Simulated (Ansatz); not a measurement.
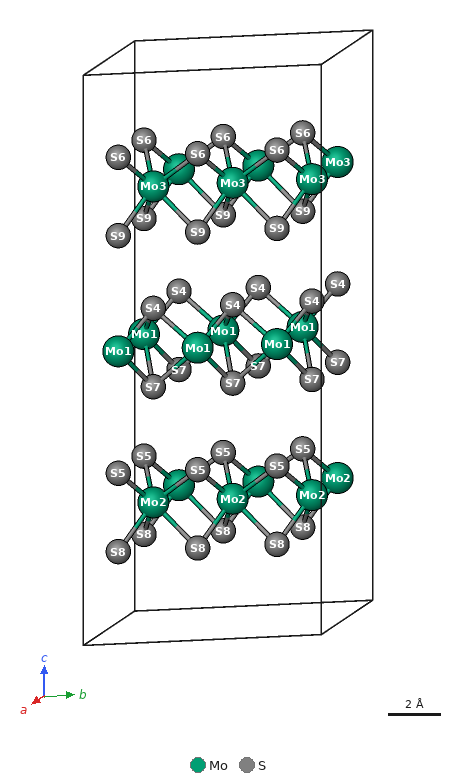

The input geometry of the first run (ball-and-stick view of the 2 × 3 repeat of the cell, with the vacuum cut short, seen slightly off an axis; atoms are numbered from 1 in the order of the input). An atom can appear more than once, as a periodic image. Near neighbours in the periodic cell (some may lie outside the picture): Mo has 6 S at 2.31 to 2.47 Å; S has 3 Mo at 2.31 to 2.47 Å.

## MoS₂: a failed or faulty run and its cure

System: MoS₂ (P3m1, 9 atoms in the cell).
Method of the first run: DFT, PBEsol, plane waves, PAW (Ansatz 0.2.0).

The structure derives from a Materials Project entry. Text and figures count atoms from 1; the logs count them from 0 in places.

### Input file, the first run
```yaml
crystal:
  lattice:
    - [3.1407285108, 0.0, 0.0]
    - [-1.5703642554, 2.7199506767, 0.0]
    - [0.0, 0.0, 28.0139064959]
  atoms:
    - { symbol: Mo, position: [0.6666666667, 0.3333333333, 0.0] }
    - { symbol: Mo, position: [0.3333333333, 0.6666666667, 0.775531177] }
    - { symbol: Mo, position: [0.3333333333, 0.6666666667, 0.224468823] }
    - { symbol: S, position: [0.3333333333, 0.6666666667, 0.051198831] }
    - { symbol: S, position: [0.6666666667, 0.3333333333, 0.8267348163] }
    - { symbol: S, position: [0.6666666667, 0.3333333333, 0.2756221763] }
    - { symbol: S, position: [0.3333333333, 0.6666666667, 0.9398770298] }
    - { symbol: S, position: [0.6666666667, 0.3333333333, 0.7154536845] }
    - { symbol: S, position: [0.6666666667, 0.3333333333, 0.1643410445] }
basis:
  ecutwfc: 420
kpoints:
  mp_grid: { grid: [12, 12, 1] }
hamiltonian:
  xc: pbesol
scf:
  occupations: { method: gaussian, width: 0.05 }
  max_iter: [1, 2]
output:
  forces: true
  eigenvalues: true
  stress: true
```

Command:
```bash
ansatz run input.yaml --threads 2 --pin off --max-ram 5120MiB --backend cpu --events-out ev --progress --plain --runs-dir out
```

Hardware: 2 threads of Intel Xeon @ 2.50GHz (Skylake/Cascade Lake), 189 GiB of memory available, shared host.

### Output (the first run)
```
Error: YAML parse error: error: line 24 column 13: expected string scalar
  --> <input>:24:13
   |
22 | scf:
23 |   occupations: { method: gaussian, width: 0.05 }
24 |   max_iter: [1, 2]
   |             ^ expected string scalar
25 | output:
26 |   forces: true
   |
```

What should be changed in this input?

Answer. A setting was made wrong on purpose: a value of the wrong type. The program refused the input: “YAML parse error: error: line 24 column 13: expected string scalar --> <input>:24:13 | 22 | scf: 23 | occupations: { method: gaussian, width: 0.05 } 24 | max_iter: [1, 2] | ^ expected string scalar 25 | output: 26 | forces: true |”

A run of the same system that converges differs from this input as follows (lines with − go, lines with + come):
```diff
-  max_iter: [1, 2]
```

### Output, shortened to warnings, some set-up lines, iterations and results (the second run)
```
Basis set: ecut = 420 eV, 4665 PW (Γ), exchange–correlation on 48×48×384 points (8 copies of the dense FFT grid, shifted against one another)
Symmetry: 6 space group operations
k-points: 19 of 144 (time reversal used)
Initial density: superposition of atomic densities (neutral atoms: chi_scale 0, normalization atom), corrected by the library's trained network
[...]
SCF iter   1: F=—  HF=-20009.762364 eV  |F-HF|=—  |Δ(HF+E_count)|=         —  Δρ=5.86e-3  dr2=1.82e-1  ethr=1.77e-3  ⟨swp⟩=9.3  Hψ=4483  notcnv=0
SCF iter   2: F=—  HF=-20009.755763 eV  |F-HF|=—  |Δ(HF+E_count)|=   6.60e-3  Δρ=3.34e-3  dr2=3.47e-2  ethr=2.33e-4  ⟨swp⟩=2.3  Hψ=1341  notcnv=0  defer=60
SCF iter   3: F=—  HF=-20009.754556 eV  |F-HF|=—  |Δ(HF+E_count)|=   1.21e-3  Δρ=1.81e-3  dr2=8.13e-3  ethr=4.44e-5  ⟨swp⟩=2.1  Hψ=1216  notcnv=0  defer=41
SCF iter   4: F=—  HF=-20009.755417 eV  |F-HF|=—  |Δ(HF+E_count)|=   8.61e-4  Δρ=8.66e-4  dr2=3.91e-3  ethr=1.04e-5  ⟨swp⟩=2.0  Hψ=1279  notcnv=0  defer=3
SCF iter   5: F=—  HF=-20009.755042 eV  |F-HF|=—  |Δ(HF+E_count)|=   3.75e-4  Δρ=2.03e-4  dr2=3.71e-4  ethr=5.01e-6  ⟨swp⟩=2.1  Hψ=1226  notcnv=0  defer=3
SCF iter   6: F=—  HF=-20009.754989 eV  |F-HF|=—  |Δ(HF+E_count)|=   5.35e-5  Δρ=1.37e-4  dr2=1.45e-4  ethr=4.76e-7  ⟨swp⟩=2.2  Hψ=1443  notcnv=0  defer=3
SCF iter   7: F=—  HF=-20009.754966 eV  |F-HF|=—  |Δ(HF+E_count)|=   2.29e-5  Δρ=5.36e-5  dr2=9.95e-6  ethr=1.86e-7  ⟨swp⟩=2.0  Hψ=1202  notcnv=0  defer=1
SCF iter   8: F=—  HF=-20009.754945 eV  |F-HF|=—  |Δ(HF+E_count)|=   2.09e-5  Δρ=2.60e-5  dr2=4.63e-6  ethr=1.28e-8  ⟨swp⟩=2.3  Hψ=1411  notcnv=0  defer=1
SCF iter   9: F=—  HF=-20009.754945 eV  |F-HF|=—  |Δ(HF+E_count)|=   1.86e-7  Δρ=7.87e-6  dr2=2.94e-7  ethr=5.94e-9  ⟨swp⟩=2.0  Hψ=1197  notcnv=0  defer=1
SCF iter  10: F=-20009.754945 eV  HF=-20009.754945 eV  |F-HF|=1.08e-8  |Δ(HF+E_count)|=   1.00e-7  Δρ=3.32e-6  dr2=7.04e-8  ethr=1.28e-10  ⟨swp⟩=7.8  Hψ=3798  notcnv=0
SCF 1 converged in 10 iterations: F = -20009.754945 eV  dr2 = 7.04e-8
SCF converged after 10 iterations
Free energy (F): -20009.754945 eV
Harris-Foulkes:  -20009.754945 eV  (|F-HF|=1.08e-8)
Internal energy: -20009.754945 eV  (E = F + TS)
E sigma→0 (E₀):  -20009.754945 eV
Fermi energy:    5.885505 eV
--- Per-component energies (eV) ---
  E_band       = -889.238255
  E_kinetic    = 1971.970179
  E_local      = -42727.911154  (includes V_loc(G=0)·N_el)
  E_nonlocal   = 604.812353
  E_hartree    = 20470.532776
  E_xc         = -1127.671791
  E_vxc        = -1214.523292  (∫ρ·V_xc dr)
  E_paw        = -12936.051610  (= ΣΔE_a)
  E_vpaw       = -464.608539  (= ΣTr[D̂ρ^β])
  E_aug_tail   = 0.000122  (compensation charges beyond the density's cutoff)
  E_ewald      = 13733.564587
  E_core_change = 0.999594  (= ΣΔE_core)
  E_smearing   = -0.000000  (= −TS)
  E_closure    = 0.000000  (closes the sum)
  Σ components = -20009.754945   (vs F -20009.754945, Δ=0.00e0)
--- Forces (eV/Å), atoms counted from 1 ---
  atom   1  Mo    -0.00000000     0.00000000    -3.84743837
  atom   2  Mo    -0.00000000    -0.00000000    -3.86655295
  atom   3  Mo    -0.00000000    -0.00000000    -3.87482608
  atom   4  S      0.00000000     0.00000000     2.21033312
  atom   5  S      0.00000000    -0.00000000     2.21279157
  atom   6  S      0.00000000    -0.00000000     2.23158299
  atom   7  S      0.00000000     0.00000000     1.63709294
  atom   8  S      0.00000000    -0.00000000     1.65782715
  atom   9  S      0.00000000    -0.00000000     1.63915981
  max |Σ_I F_I| component: 2.98e-5 eV/Å
--- Stress (GPa, compression-positive) ---
        1.118281       0.000000       0.000000
       -0.000000       1.118281       0.000000
        0.000000       0.000000       0.790447
  P = ⅓ Tr σ = 1.0090 GPa (10.090 kbar)
```

### The two runs side by side

| quantity | the first run | the second run |
| --- | --- | --- |
| outcome | refused | converged |
| free energy per atom (eV) | – | −2223.3061 |
| gap on the mesh (eV) | – | 0.78 |
| pressure (GPa) | – | 1.01 |
| volume per atom (Å³) | – | 26.59 |
| largest force (eV/Å) | – | 3.875 |
| SCF iterations | – | 10 |
| irreducible k-points | – | 19 |
| plane waves at Γ | – | 4665 |
